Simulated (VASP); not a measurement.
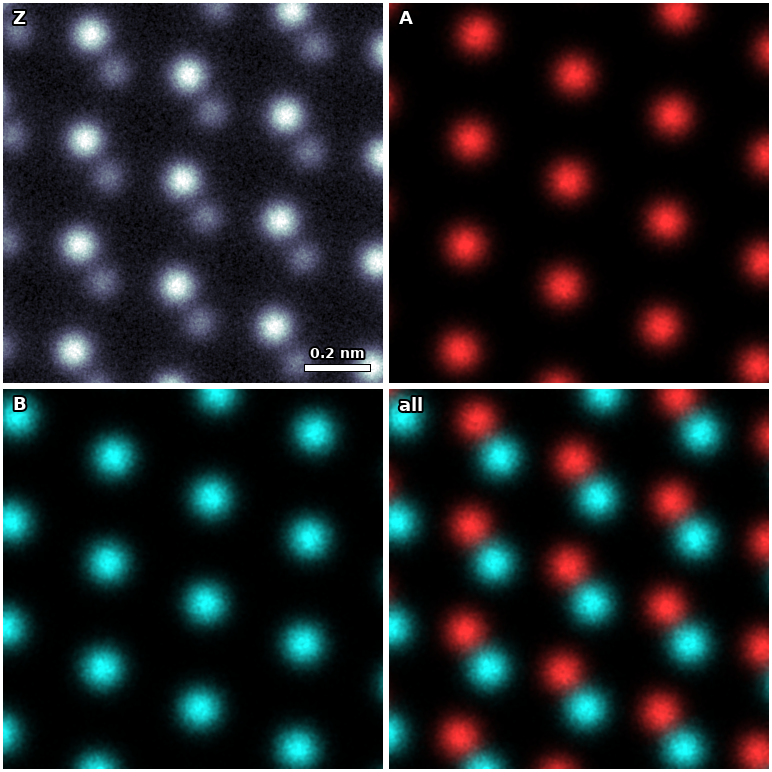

GaP (F-43m, No. 216) along [110]. Panel Z: Simulated incoherent Z contrast: every atom adds Z^1.6 spread by a probe of 0.78 Å full width; channelling and multiple scattering are left out. The probe carries 25 % of its weight in a tail 2.5 times as wide. The display is stretched by a gamma of 0.65; percentages refer to the linear signal. Shot noise was added. The other panels are simulated element maps (the number of atoms of one element along the beam, blurred by 1.0 Å, with counting noise; each on its own scale, no channelling); the last overlays them. Model: an entry of the Crystallography Open Database, as set up for an electronic-structure calculation.

```
CELL_PARAMETERS angstrom
5.45050 0.00000 0.00000
0.00000 5.45050 0.00000
0.00000 0.00000 5.45050
ATOMIC_POSITIONS crystal
Ga 0.00000 0.00000 0.00000
P 0.25000 0.25000 0.25000
Ga 0.00000 0.50000 0.50000
P 0.25000 0.75000 0.75000
Ga 0.50000 0.00000 0.50000
P 0.75000 0.25000 0.75000
Ga 0.50000 0.50000 0.00000
P 0.75000 0.75000 0.25000
```

Which element does each lettered map show?

Answer. A: Ga, B: P. The projected cell (3.34 × 3.34 Å, 109°) holds 2 columns: 1 of Ga and 1 of P. No column is shared by two of the mapped elements.
